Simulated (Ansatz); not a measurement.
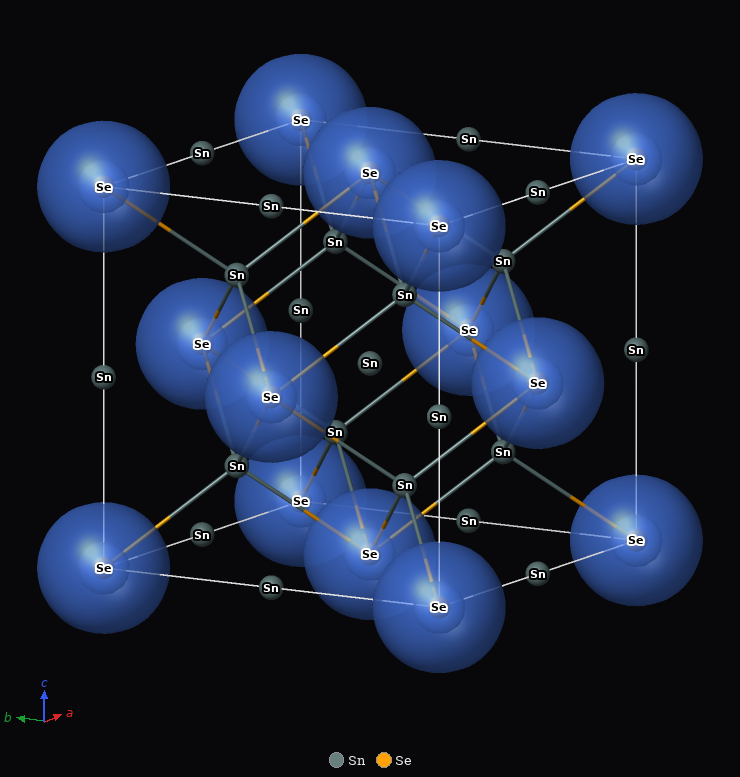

Figure. Sn₃Se. Isosurface of the ELF at 0.6 (blue), seen at an oblique angle. Only the valence region is drawn (cores and ρ < 0.01 e/Å³ removed). Sticks mark near contacts.

Space group Fm-3m; a structure from a database of computed crystals, not necessarily the ambient phase.

All numbers below come from Ansatz, DFT PBE, scalar-relativistic, plane waves, PAW.

Core electrons are frozen (PAW), and the valence fields are smoothed inside the atomic spheres.

**Identify the bonds, lone pairs and shells in this picture.**

The surface consists of four regions wrapped around Se (the valence shell of each), counted in one cell of 16 atoms. Regions shared between cells count once. Profiles from the grid: Sn–Se (3.23 Å): the ELF is about 0.25 at the midpoint.

**Does the calculation make it a metal, or give it a gap?**

It is gapless in this calculation (a metal or semimetal).
